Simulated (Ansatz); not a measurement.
Run report: Zn$_{15}$Se$_{16}$ (charge −2), geometry relaxation (part 3 of 3)

Zn$_{15}$Se$_{16}$ (defect cell, 31 atoms in the cell, total charge −2); DFT PBEsol, scalar-relativistic, plane waves, PAW, no spin polarisation (Ansatz 0.2.0); cutoff 420 eV, 2×2×2 k-mesh, Gaussian smearing of 0.02 eV. The structure derives from a Materials Project entry. It belongs to a series of runs on one base structure; here: Zn on a Zn site beside a Zn vacancy, charge -2, atoms relaxed.

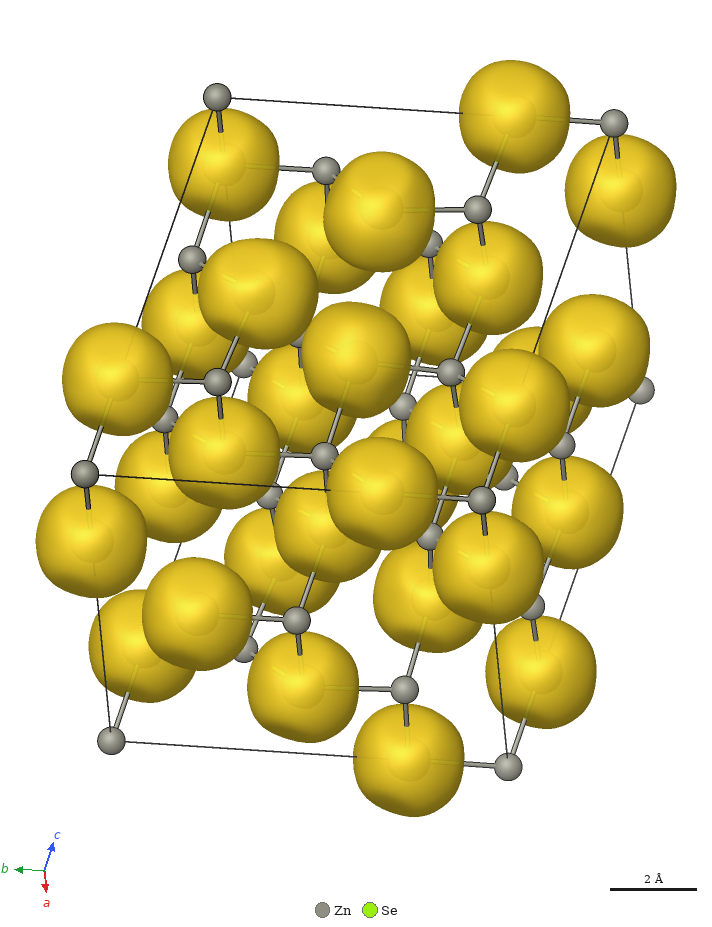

Fig. 1: Isosurface of the ELF at 0.6 (yellow), seen at an oblique angle. Core shells and regions of very low density are left out. Sticks mark near contacts. The outline is the calculation cell. Along the contacts the grid gives the following. Zn–Se (2.39 Å): the ELF is about 0.60 at the midpoint. Zn–Se (2.45 Å): the ELF is about 0.60 at the midpoint.

Key numbers

- outcome: converged
- electrons treated: 438
- free energy: −136006.1971 eV
- Fermi energy: 7.850 eV
- gap on the k-point mesh: 2.84 eV
- final volume: 715.05 Å³
- largest force (length of the vector) at the end: 0.014 eV/Å
- hardware: 8 threads of Intel Xeon @ 2.50GHz (Skylake/Cascade Lake), 192 GiB of memory available, shared host
- wall time: 61 s (CPU time 7 min)
- peak memory: 2.3 GiB
